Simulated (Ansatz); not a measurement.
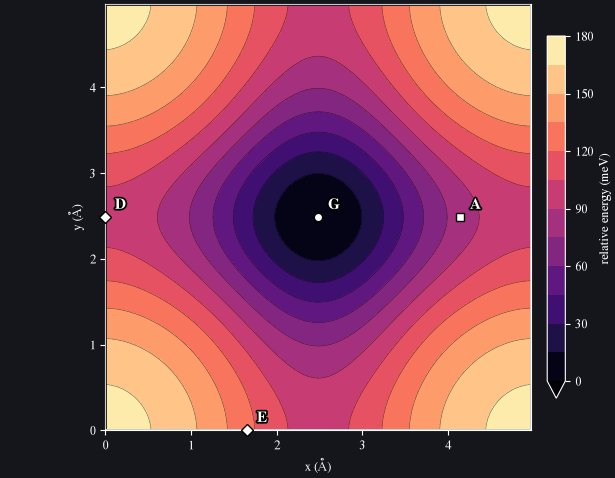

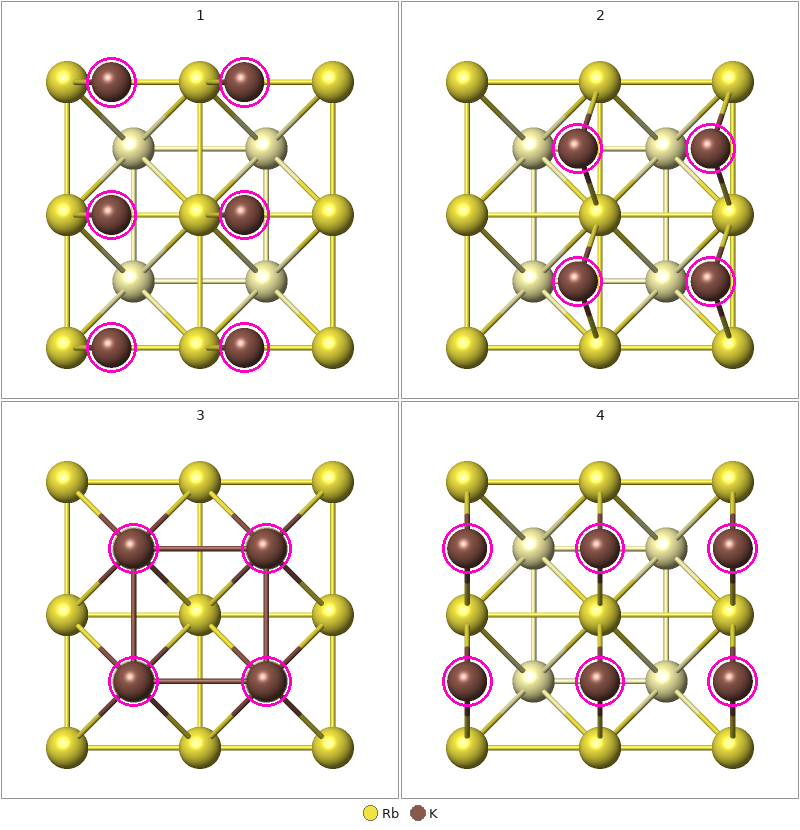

K on a Rb(100) slab cut from the Fm-3m phase (3 atoms of substrate and one adsorbate in a 1 × 1 cell). One K atom a 1 × 1 cell is placed over a mesh of places on the rigid (1 0 0) surface, and only its height is relaxed. Places are given modulo a cell vector. The map is drawn in real space over the plane of the surface. The scan uses a 6 × 6 grid. All energies are given in meV relative to the lowest grid point. With one adsorbate in each 1 × 1 cell, its nearest image is 5.0 Å away, so neighbouring adsorbates interact. The calculation used Ansatz, DFT PBEsol, scalar-relativistic, plane waves, PAW.

Drawn: filled contours, the outline of one cell of the plane, lettered points. Between grid points the surface is interpolated. The numbered pictures are the structures at these points, in random order. Rings mark the moved atoms.

Question: Which structure belongs to which point?

Answer: A is structure 2: (5/6, 3/6) of the cell vectors, 82 meV; D is structure 4: a bridge site between two Rb atoms, (0/6, 3/6) of the cell vectors, 100 meV; E is structure 1: (2/6, 0/6) of the cell vectors, 124 meV; G is structure 3: a fourfold hollow over a second-layer Rb atom, (3/6, 3/6) of the cell vectors, 0 meV.
